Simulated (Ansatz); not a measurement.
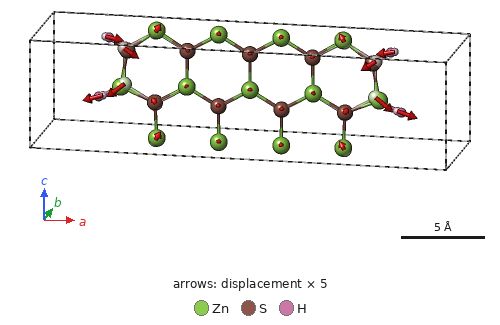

A relaxation of a wire of composition Zn₉H₄S₉. The starting structure is drawn faded, the final one solid; red arrows show the displacements, magnified 5 times.

Style: ball-and-stick. Shown: the cell of the calculation, with the vacuum cut short (origin shifted), slightly off an axis.

Case: armchair ribbon, 9 formula units a period, edges capped with H.

All numbers below come from DFT PBE, scalar-relativistic, plane waves, PAW (Ansatz 0.2.0).

The input:
```yaml
crystal:
  lattice:
    - [27.2, 0.0, 0.0]
    - [0.0, 9.3, 0.0]
    - [0.0, 0.0, 6.7309005008]
  atoms:
    - { symbol: Zn, position: [0.7143062803, 0.5, 0.3333333333] }
    - { symbol: Zn, position: [0.7857417071, 0.5, 0.8333333333] }
    - { symbol: Zn, position: [0.5714354268, 0.5, 0.3333333333] }
    - { symbol: Zn, position: [0.6428708535, 0.5, 0.8333333333] }
    - { symbol: Zn, position: [0.4285645732, 0.5, 0.3333333333] }
    - { symbol: Zn, position: [0.5, 0.5, 0.8333333333] }
    - { symbol: Zn, position: [0.2856937197, 0.5, 0.3333333333] }
    - { symbol: Zn, position: [0.3571291465, 0.5, 0.8333333333] }
    - { symbol: Zn, position: [0.2142582929, 0.5, 0.8333333333] }
    - { symbol: S, position: [0.7857417071, 0.5, 0.1666666667] }
    - { symbol: S, position: [0.6428708535, 0.5, 0.1666666667] }
    - { symbol: S, position: [0.7143062803, 0.5, 0.6666666667] }
    - { symbol: S, position: [0.5, 0.5, 0.1666666667] }
    - { symbol: S, position: [0.5714354268, 0.5, 0.6666666667] }
    - { symbol: S, position: [0.3571291465, 0.5, 0.1666666667] }
    - { symbol: S, position: [0.4285645732, 0.5, 0.6666666667] }
    - { symbol: S, position: [0.2142582929, 0.5, 0.1666666667] }
    - { symbol: S, position: [0.2856937197, 0.5, 0.6666666667] }
    - { symbol: H, position: [0.8350924194, 0.5, 0.7181927218] }
    - { symbol: H, position: [0.1649075806, 0.5, 0.7181927218] }
    - { symbol: H, position: [0.8287245856, 0.5, 0.2669504251] }
    - { symbol: H, position: [0.1712754144, 0.5, 0.2669504251] }
basis:
  ecutwfc: 420
kpoints:
  mp_grid: { grid: [1, 1, 5] }
hamiltonian:
  xc: pbe
scf:
  occupations: { method: gaussian, width: 0.05 }
output:
  forces: true
  stress: true
  eigenvalues: true
  populations: true
  write_density: true
  write_potential: true
  elf: true
  volumetric_format: npy
relax:
  adjacent_minimum: "off"
  f_tol: 0.02
  max_steps: 45
  cell: { fix: [a, b, alpha, beta, gamma], stress_tol: 0.03 }
```

Command:
```bash
ansatz run input.yaml --threads 4 --pin off --max-ram 11264MiB --backend cpu --events-out ev --progress --plain --runs-dir out
```

Q: What happened in the run?

A: The largest moves relative to the centre of the atoms, 0.28 Å, are those of Zn2 and Zn9. By element the largest moves are Zn 0.28 Å, H 0.27 Å, S 0.22 Å. Along the periodic axis the drawn cell goes c 6.731 → 6.725 Å (−0.1 %). Near-neighbour distances that change, for instance: Zn2–S10 2.244 → 2.331 Å, Zn2–S12 2.244 → 2.282 Å, Zn1–S12 2.244 → 2.218 Å, Zn1–S10 2.244 → 2.266 Å. Among the angles between lasting bonds that change: S17–Zn9–S18 120.0° → 102.1°, Zn1–S10–Zn2 120.0° → 136.7°, S18–Zn9–H20 120.0° → 131.5°. The energy falls by 0.457 eV per cell of the calculation in 5 accepted moves (6 points after the start). Largest force component: 0.72 eV/Å at the start, 0.0084 eV/Å at the end. The SCF was repeated once at an unchanged geometry on a basis and grid sized afresh for the cell, which shifted the energy by 0.1 meV per cell of the calculation at most. Cost: 3.2 min on 4 threads of Arm Neoverse V1, on a shared host, peak memory 2.6 GiB.
